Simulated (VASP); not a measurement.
# Run report: ZnSe, band-structure calculation

The run: band-structure calculation of ZnSe (F-43m, 2 atoms in the cell). Method and program: DFT, HSE06, plane waves, PAW (VASP 6.6.1).

The structure was built on a prototype by a generator. The geometry comes from this level: r2SCAN.

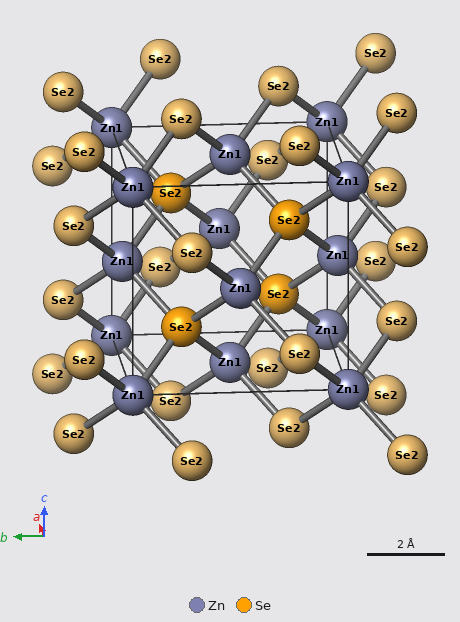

Figure 1. The structure (ball-and-stick view of the cell 4 times as large as that of the calculation, set on its symmetry axes, seen at an oblique angle; neighbours outside the cell are drawn fainter; atoms are numbered from 1 in the order of the input).

## INCAR
```
AEXX = 0.250000
ENCUT = 520.000000
HFSCREEN = 0.207900
SIGMA = 0.010000
EDIFF = 1.00e-07
ALGO = Normal
GGA = PE
PREC = Accurate
PRECFOCK = Fast
IBRION = -1
ISIF = 2
ISMEAR = 0
ISTART = 1
NBANDS = 16
NELM = 120
NSW = 0
LASPH = .TRUE.
LCHARG = .FALSE.
LHFCALC = .TRUE.
LWAVE = .FALSE.
LREAL = .FALSE.
```

## KPOINTS
```
KPOINTS created by Atomic Simulation Environment
0
Gamma
6 6 6
0 0 0
```

## KPOINTS_OPT
```
special points
6
Reciprocal
0.0000000000 0.0000000000 0.0000000000 1
0.5000000000 0.0000000000 0.5000000000 1
0.5000000000 0.2500000000 0.7500000000 1
0.3750000000 0.3750000000 0.7500000000 1
0.5000000000 0.5000000000 0.5000000000 1
0.6250000000 0.2500000000 0.6250000000 1
```

## POSCAR
```
Zn Se
 1.0000000000000000
     0.0000000000000000    2.8324206797113822    2.8324206797113822
     2.8324206797113822    0.0000000000000000    2.8324206797113822
     2.8324206797113822    2.8324206797113822    0.0000000000000000
 Zn  Se
   1   1
Cartesian
  0.0000000000000000 -0.0000000000000000  0.0000000000000000
  1.4162103398556911  1.4162103398556911  1.4162103398556911
```

Run on 1 CPU thread, shared host.

Run as:
```bash
mpirun -np 1 vasp_std
```

## OSZICAR
```
N       E                     dE             d eps       ncg     rms          rms(c)
DAV:   1    -0.744578146475E+01   -0.74458E+01   -0.62357E-01   664   0.225E+01    0.211E+00
DAV:   2    -0.742531553832E+01    0.20466E-01   -0.17241E-01   632   0.783E+00    0.110E+00
DAV:   3    -0.742554134724E+01   -0.22581E-03   -0.16965E-02   696   0.192E+00    0.693E-01
DAV:   4    -0.742521080340E+01    0.33054E-03   -0.13279E-03   616   0.419E-01    0.407E-01
DAV:   5    -0.742510304329E+01    0.10776E-03   -0.18035E-04   656   0.128E-01    0.232E-01
DAV:   6    -0.742507472877E+01    0.28315E-04   -0.37323E-05   632   0.565E-02    0.130E-01
DAV:   7    -0.742506170978E+01    0.13019E-04   -0.40577E-06   592   0.193E-02    0.715E-02
DAV:   8    -0.742505750833E+01    0.42015E-05   -0.16085E-06   576   0.956E-03    0.384E-02
DAV:   9    -0.742505575241E+01    0.17559E-05   -0.58673E-07   592   0.570E-03    0.204E-02
DAV:  10    -0.742505485426E+01    0.89815E-06   -0.20228E-07   616   0.353E-03    0.108E-02
DAV:  11    -0.742505477314E+01    0.81114E-07   -0.70280E-08   464   0.219E-03
   1 F= -.74250548E+01 E0= -.74250548E+01  d E =-.437736E-41
       N       E                     dE             ncg
DAV:   1     0.531803408395E+03   -0.32279E+04      192
DAV:   2    -0.738368333670E+02   -0.60564E+03      216
DAV:   3    -0.112149265028E+03   -0.38312E+02      232
DAV:   4    -0.112681458740E+03   -0.53219E+00      256
DAV:   5    -0.112685051937E+03   -0.35932E-02      256
DAV:   6    -0.112685076658E+03   -0.24721E-04      248
DAV:   7    -0.112685076928E+03   -0.27039E-06      248
DAV:   8    -0.112685076932E+03   -0.39155E-08      184
```

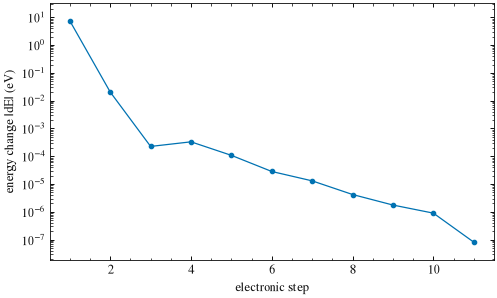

Figure 2. Convergence of the self-consistent field: energy change |dE| against the electronic step. It takes 11 electronic steps.

## Parts of OUTCAR
```
k-points           NKPTS =     16   k-points in BZ     NKDIM =    216   number of bands    NBANDS=     16

   NELECT =      18.0000    total number of electrons

   dimension x,y,z NGX =    30 NGY =   30 NGZ =   30
   dimension x,y,z NGXF=    60 NGYF=   60 NGZF=   60

  energy-cutoff  :      520.00
  volume of cell :       45.45
      direct lattice vectors                 reciprocal lattice vectors
     0.000000000  2.832420680  2.832420680    -0.176527450  0.176527450  0.176527450
     2.832420680  0.000000000  2.832420680     0.176527450 -0.176527450  0.176527450
     2.832420680  2.832420680  0.000000000     0.176527450  0.176527450 -0.176527450

 k-points in reciprocal lattice and weights: KPOINTS created by Atomic Simulation Env
   0.00000000  0.00000000  0.00000000       0.005
   0.16666667  0.00000000  0.00000000       0.037
   0.33333333  0.00000000  0.00000000       0.037
   0.50000000  0.00000000  0.00000000       0.019
   0.16666667  0.16666667  0.00000000       0.028
   0.33333333  0.16666667  0.00000000       0.111
   0.50000000  0.16666667  0.00000000       0.111
  -0.33333333  0.16666667  0.00000000       0.111
  -0.16666667  0.16666667  0.00000000       0.056
   0.33333333  0.33333333  0.00000000       0.028
   0.50000000  0.33333333  0.00000000       0.111
  -0.33333333  0.33333333  0.00000000       0.056
   0.50000000  0.50000000  0.00000000       0.014
   0.50000000  0.33333333  0.16666667       0.111
  -0.33333333  0.33333333  0.16666667       0.111
  -0.33333333  0.50000000  0.16666667       0.056

 E-fermi :   1.0662

 k-point     1 :       0.0000    0.0000    0.0000
  band No.  band energies     occupation
      1     -13.4126      2.00000
      2      -7.2069      2.00000
      3      -7.2069      2.00000
      4      -7.2069      2.00000
      5      -6.8763      2.00000
      6      -6.8763      2.00000
      7       0.9736      2.00000
      8       0.9736      2.00000
      9       0.9736      2.00000
     10       3.3850      0.00000
     11       7.9173      0.00000
     12       7.9173      0.00000
     13       7.9173      0.00000
     14      12.2748      0.00000
     15      13.6757      0.00000
     16      13.6757      0.00000

 k-point     2 :       0.1667    0.0000    0.0000
  band No.  band energies     occupation
      1     -13.2208      2.00000
      2      -7.1826      2.00000
      3      -7.1826      2.00000
      4      -7.1671      2.00000
      5      -6.8780      2.00000
      6      -6.8780      2.00000
      7      -0.9743      2.00000
      8       0.7092      2.00000
      9       0.7092      2.00000
     10       4.6291      0.00000
     11       7.9764      0.00000
     12       8.3462      0.00000
     13       8.3462      0.00000
     14      12.6024      0.00000
     15      12.6024      0.00000
     16      13.2981      0.00000

 k-point     3 :       0.3333    0.0000    0.0000
  band No.  band energies     occupation
      1     -12.7927      2.00000
      2      -7.1414      2.00000
      3      -7.1414      2.00000
      4      -6.9666      2.00000
      5      -6.8717      2.00000
      6      -6.8717      2.00000
      7      -3.3934      2.00000
      8       0.2567      2.00000
      9       0.2567      2.00000
     10       4.7756      0.00000
     11       8.5955      0.00000
     12       8.5955      0.00000
     13       9.7709      0.00000
     14      12.6123      0.00000
     15      13.2703      0.00000
     16      13.2703      0.00000

 k-point     4 :       0.5000    0.0000    0.0000
  band No.  band energies     occupation
      1     -12.5505      2.00000
      2      -7.1261      2.00000
      3      -7.1261      2.00000
      4      -6.8622      2.00000
      5      -6.8622      2.00000
      6      -6.6908      2.00000
      7      -4.5714      2.00000
      8       0.0573      2.00000
      9       0.0573      2.00000
     10       4.6233      0.00000
     11       8.4672      0.00000
     12       8.4672      0.00000
     13      10.7169      0.00000
     14      13.3152      0.00000
     15      15.4913      0.00000
     16      15.4913      0.00000

 k-point     5 :       0.1667    0.1667    0.0000
  band No.  band energies     occupation
      1     -13.1568      2.00000
      2      -7.1861      2.00000
      3      -7.1588      2.00000
      4      -7.1588      2.00000
      5      -6.8919      2.00000
      6      -6.8657      2.00000
      7      -0.9031      2.00000
      8       0.2485      2.00000
      9       0.2485      2.00000
     10       5.3655      0.00000
     11       6.7190      0.00000
     12       9.1055      0.00000
     13       9.1055      0.00000
     14      10.8484      0.00000
     15      14.0891      0.00000
     16      14.4536      0.00000

 k-point     6 :       0.3333    0.1667    0.0000
  band No.  band energies     occupation
      1     -12.8038      2.00000
      2      -7.1411      2.00000
      3      -7.1109      2.00000
      4      -7.0495      2.00000
      5      -6.8797      2.00000
      6      -6.8573      2.00000
      7      -2.7220      2.00000
      8      -0.3540      2.00000
      9      -0.2538      2.00000
     10       5.8542      0.00000
     11       7.1299      0.00000
     12       9.0411      0.00000
     13       9.7805      0.00000
     14      11.9392      0.00000
     15      14.4745      0.00000
     16      14.8328      0.00000

 k-point     7 :       0.5000    0.1667    0.0000
  band No.  band energies     occupation
      1     -12.4849      2.00000
      2      -7.1155      2.00000
      3      -7.0904      2.00000
      4      -6.9086      2.00000
      5      -6.8587      2.00000
      6      -6.6895      2.00000
      7      -4.2138      2.00000
      8      -1.0132      2.00000
      9      -0.3499      2.00000
     10       5.7314      0.00000
     11       7.8194      0.00000
     12       9.4732      0.00000
     13      10.1986      0.00000
     14      13.2690      0.00000
     15      15.1226      0.00000
     16      15.5307      0.00000

 k-point     8 :      -0.3333    0.1667    0.0000
  band No.  band energies     occupation
      1     -12.5661      2.00000
      2      -7.1143      2.00000
      3      -7.1077      2.00000
      4      -6.8994      2.00000
      5      -6.8808      2.00000
      6      -6.7736      2.00000
      7      -3.8401      2.00000
      8      -1.2062      2.00000
      9       0.0248      2.00000
     10       5.8964      0.00000
     11       8.0622      0.00000
     12       9.1588      0.00000
     13       9.9059      0.00000
     14      12.6730      0.00000
     15      14.0373      0.00000
     16      15.4920      0.00000

 k-point     9 :      -0.1667    0.1667    0.0000
  band No.  band energies     occupation
      1     -12.9469      2.00000
      2      -7.1536      2.00000
      3      -7.1402      2.00000
      4      -7.0868      2.00000
      5      -6.8900      2.00000
      6      -6.8618      2.00000
      7      -2.1989      2.00000
      8      -0.5449      2.00000
      9       0.5721      2.00000
     10       5.7484      0.00000
     11       7.8304      0.00000
     12       8.6855      0.00000
     13       8.8651      0.00000
     14      11.5295      0.00000
     15      13.5013      0.00000
     16      15.0669      0.00000

 k-point    10 :       0.3333    0.3333    0.0000
  band No.  band energies     occupation
      1     -12.5848      2.00000
      2      -7.1062      2.00000
      3      -7.0485      2.00000
      4      -7.0485      2.00000
      5      -6.8478      2.00000
      6      -6.8445      2.00000
      7      -3.0915      2.00000
      8      -0.8706      2.00000
      9      -0.8706      2.00000
     10       5.3464      0.00000
     11       5.9651      0.00000
     12      11.1619      0.00000
     13      11.6323      0.00000
     14      11.6323      0.00000
     15      15.2470      0.00000
     16      17.7513      0.00000

 k-point    11 :       0.5000    0.3333    0.0000
  band No.  band energies     occupation
      1     -12.3408      2.00000
      2      -7.0880      2.00000
      3      -7.0185      2.00000
      4      -6.9798      2.00000
      5      -6.8459      2.00000
      6      -6.6673      2.00000
      7      -3.8980      2.00000
      8      -1.7545      2.00000
      9      -1.0389      2.00000
     10       5.4006      0.00000
     11       6.6761      0.00000
     12      10.8459      0.00000
     13      11.8595      0.00000
     14      13.5350      0.00000
     15      15.8753      0.00000
     16      16.7805      0.00000

 k-point    12 :      -0.3333    0.3333    0.0000
  band No.  band energies     occupation
      1     -12.3339      2.00000
      2      -7.0944      2.00000
      3      -7.0450      2.00000
      4      -6.9173      2.00000
      5      -6.8702      2.00000
      6      -6.5907      2.00000
      7      -3.9497      2.00000
      8      -2.4044      2.00000
      9      -0.6387      2.00000
     10       5.8483      0.00000
     11       8.5484      0.00000
     12      10.5654      0.00000
     13      10.7855      0.00000
     14      11.7294      0.00000
     15      13.3687      0.00000
     16      18.0233      0.00000

 k-point    13 :       0.5000    0.5000    0.0000
  band No.  band energies     occupation
      1     -12.2612      2.00000
      2      -7.0881      2.00000
      3      -6.9848      2.00000
      4      -6.9847      2.00000
      5      -6.8338      2.00000
      6      -6.6457      2.00000
      7      -4.1670      2.00000
      8      -1.3423      2.00000
      9      -1.3423      2.00000
     10       4.8240      0.00000
     11       5.4696      0.00000
     12      13.1544      0.00000
     13      13.7951      0.00000
     14      13.7951      0.00000
     15      16.2836      0.00000
     16      16.7812      0.00000

 k-point    14 :       0.5000    0.3333    0.1667
  band No.  band energies     occupation
      1     -12.4979      2.00000
      2      -7.0930      2.00000
      3      -7.0795      2.00000
      4      -6.9610      2.00000
      5      -6.8607      2.00000
      6      -6.7614      2.00000
      7      -3.5168      2.00000
      8      -1.6279      2.00000
      9      -0.6360      2.00000
     10       6.8931      0.00000
     11       6.9980      0.00000
     12       8.5183      0.00000
     13      11.4321      0.00000
     14      12.3152      0.00000
     15      15.2937      0.00000
     16      16.7889      0.00000

 k-point    15 :      -0.3333    0.3333    0.1667
  band No.  band energies     occupation
      1     -12.3338      2.00000
      2      -7.0854      2.00000
      3      -7.0554      2.00000
      4      -6.9113      2.00000
      5      -6.8761      2.00000
      6      -6.5868      2.00000
      7      -4.0325      2.00000
      8      -2.0547      2.00000
      9      -1.0121      2.00000
     10       6.9290      0.00000
     11       7.5633      0.00000
     12       9.3514      0.00000
     13      11.1132      0.00000
     14      12.1617      0.00000
     15      15.4064      0.00000
     16      16.4949      0.00000

 k-point    16 :      -0.3333    0.5000    0.1667
  band No.  band energies     occupation
      1     -12.2578      2.00000
      2      -7.0736      2.00000
      3      -7.0232      2.00000
      4      -6.9427      2.00000
      5      -6.8615      2.00000
      6      -6.5612      2.00000
      7      -4.0160      2.00000
      8      -1.8585      2.00000
      9      -1.7036      2.00000
     10       6.3796      0.00000
     11       6.9584      0.00000
     12      10.5256      0.00000
     13      10.8110      0.00000
     14      14.1832      0.00000
     15      16.2359      0.00000
     16      16.5231      0.00000

  Total        0.3577938      0.3577938      0.3577938     -0.0000000      0.0000000     -0.0000000
  in kB       12.6136306     12.6136306     12.6136306     -0.0000000      0.0000000     -0.0000000
  external PRESSURE =      12.6136306 kB  Pullay stress =       0.0000000 kB

 POSITION                                       TOTAL-FORCE (eV/Angst)
 -----------------------------------------------------------------------------------
      0.00000      0.00000      0.00000        -0.000000     -0.000000     -0.000000
      1.41621      1.41621      1.41621         0.000000      0.000000      0.000000
 -----------------------------------------------------------------------------------
    total drift:                                0.000070      0.000059      0.000044

  FREE ENERGIE OF THE ION-ELECTRON SYSTEM (eV)
  ---------------------------------------------------
  free  energy   TOTEN  =        -7.4250547731 eV

  energy  without entropy=       -7.4250547731  energy(sigma->0) =       -7.42505477
```

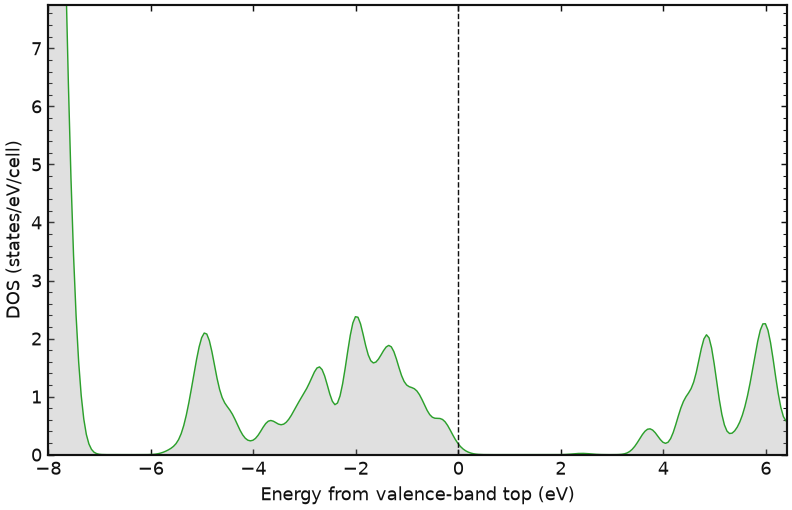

Figure 3. Density of states (the curve is built from the levels of the k mesh with Gaussians 0.4 eV wide, which also blur the band edges), with energies from the valence-band top. There is a gap of 2.41 eV on the k-point mesh. Small ripples come from the finite k-point mesh.

## Key numbers

- outcome: converged
- space group (tolerance 0.01 Å): F-43m (216)
- electrons treated: 18
- free energy: −7.4251 eV
- Fermi energy: 1.066 eV
- band gap: 2.41 eV
- pressure: 1.26 GPa
- largest force (length of the vector): under 0.001 eV/Å
- wall time: 44 min
- peak memory: 0.32 GiB
